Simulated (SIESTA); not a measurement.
## Os: 7 runs along one coordinate

System: Os (P6₃/mmc, 2 atoms in the cell).
Method: Kohn-Sham DFT of a periodic cell, PBEsol, PseudoDojo 0.4 standard, converted to PSML, no spin polarisation (SIESTA 5.4.2).

The 7 runs differ only in the geometry, by an even scaling of the cell at fixed fractional positions. The structure derives from an entry of the Crystallography Open Database.

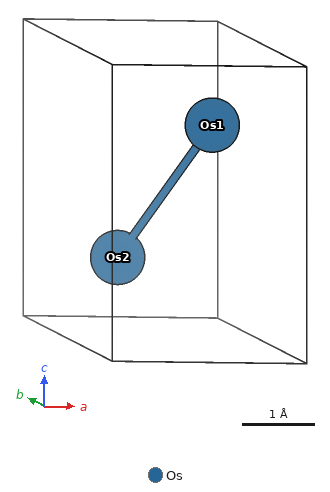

Figure 1. The structure of run 4 (ball-and-stick view of the cell of the calculation, seen slightly off an axis; atoms are numbered from 1 in the order of the input). An atom can appear more than once, as a periodic image.

## Input of run 4
```
SystemName                      Osmium
SystemLabel                     Os
NumberOfSpecies                 1
NumberOfAtoms                   2
%block ChemicalSpeciesLabel
  1  76 Os
%endblock ChemicalSpeciesLabel

LatticeConstant                 1.0 Ang
%block LatticeVectors
     2.7341000000     0.0000000000     0.0000000000
    -1.3670500000     2.3678000565     0.0000000000
     0.0000000000     0.0000000000     4.3197000000
%endblock LatticeVectors
AtomicCoordinatesFormat         Fractional
%block AtomicCoordinatesAndAtomicSpecies
     0.6666666667     0.3333333333     0.7500000000  1  Os
     0.3333333333     0.6666666667     0.2500000000  1  Os
%endblock AtomicCoordinatesAndAtomicSpecies

%block kgrid.MonkhorstPack
   11   0   0  0.0
    0  11   0  0.0
    0   0   6  0.0
%endblock kgrid.MonkhorstPack
XC.Functional                   GGA
XC.Authors                      PBEsol
PAO.BasisSize                   DZP
PAO.EnergyShift                 0.003 Ry
Mesh.Cutoff                     800 Ry
OccupationFunction              FD
ElectronicTemperature           0.05 eV
MaxSCFIterations                120
SCF.MustConverge                false
SCF.Mixer.Method                Pulay
SCF.Mixer.Weight                0.25
SCF.Mixer.History               8
SCF.DM.Tolerance                5.0e-05
SCF.H.Tolerance                 1.0e-03 eV
WriteForces                     true
Charge.Mulliken                 end
Charge.Hirshfeld                end
Charge.Voronoi                  end
SaveRho                         true
SaveElectrostaticPotential      true
%block PAO.Basis
  Os 5
  n=5 0 2
    2.873 0.000
  n=6 0 2
    7.312 0.000
  n=5 1 2
    3.428 0.000
  n=6 1 1
    7.312
  n=5 2 2
    5.877 0.000
%endblock PAO.Basis
```

Command:
```bash
siesta Os.fdf > Os.out 2>&1
```

Lattice vectors (Å) and fractional positions of run 4:
```
   2.734100    0.000000    0.000000
  -1.367050    2.367800    0.000000
   0.000000    0.000000    4.319700
Os  0.666667  0.333333  0.750000
Os  0.333333  0.666667  0.250000
```

Run 5 has the same physical settings and fractional positions; its lattice vectors (Å) are:
```
   2.752207    0.000000    0.000000
  -1.376104    2.383481    0.000000
   0.000000    0.000000    4.348308
```

## Results, with one run withheld

| run | volume per atom (Å³) | free energy per atom, from the lowest run given (meV) | pressure (GPa) |
| --- | --- | --- | --- |
| 1 | 13.143 | 90.47 | 34.37 |
| 2 | 13.423 | 41.21 | 22.33 |
| 3 | 13.703 | 11.83 | 11.58 |
| 4 | 13.982 | 0.00 | 2.29 |
| 5 | 14.262 | ? | ? |
| 6 | 14.542 | 20.29 | −13.42 |
| 7 | 14.821 | 49.80 | −20.17 |

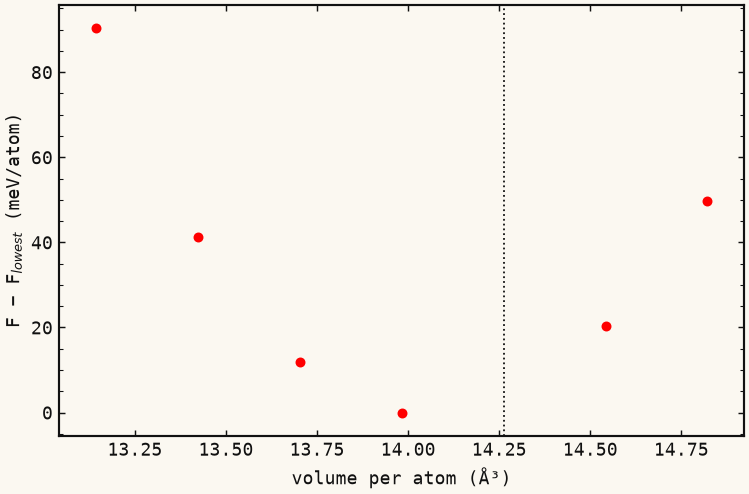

Figure 2. Free energy per atom of the runs given; the dotted line marks run 5.

Estimate the energy of run 5 from the others.

A cubic polynomial in V^(−2/3) (the Birch–Murnaghan form), fitted to the 6 runs given, misses them by at most 0.16 meV per atom. With x = V^(−2/3) − 0.17285 Å⁻², it reads F = 1.2401 + 3347.9 x + 1.4566e+06 x² + 3.9485e+06 x³ (meV per atom). At run 5 it gives 3.26 meV per atom, and the run itself gives 3.29. The slope of the fit gives a pressure −dF/dV of −6.05 GPa there, and the run prints −5.99 GPa. The two needn't agree exactly: the fit is approximate, and the printed stress is taken on a finite basis. The fit has its minimum at 14.056 Å³ per atom, where V d²F/dV² gives 431 GPa. Cell shape and fractional positions are held, so this is the stiffness under even scaling; the relaxed bulk modulus wasn't computed.

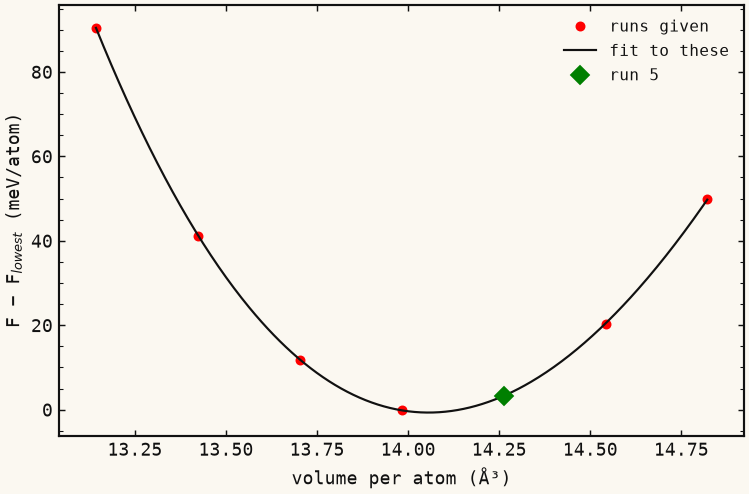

Figure 3. The fit and the withheld run.

## Some lines of the output (run 5)
```
[...]
outcell: Cell volume (Ang**3)        :     28.5242
stepf: Fermi-Dirac step function
siesta: Etot    =     -5503.729928
siesta: FreeEng =     -5503.743161
        iscf     Eharris(eV)        E_KS(eV)     FreeEng(eV)     dDmax    Ef(eV) dHmax(eV)
siesta: E_KS(eV) =            -5504.7196
siesta: E_KS - E_eggbox =     -5504.7196
siesta: Etot    =     -5504.719644
siesta: FreeEng =     -5504.733243
siesta:         Fermi =      -4.414494
siesta: Cell volume =         28.524181 Ang**3
    Orbital volume contribution        =           1.920189 eV
```

Notes: Points of doubt noted for this run: mulliken charges of long orbitals. Spin–orbit coupling is left out, which matters for Os. With a small basis of atomic orbitals these values can differ much from converged plane-wave results.
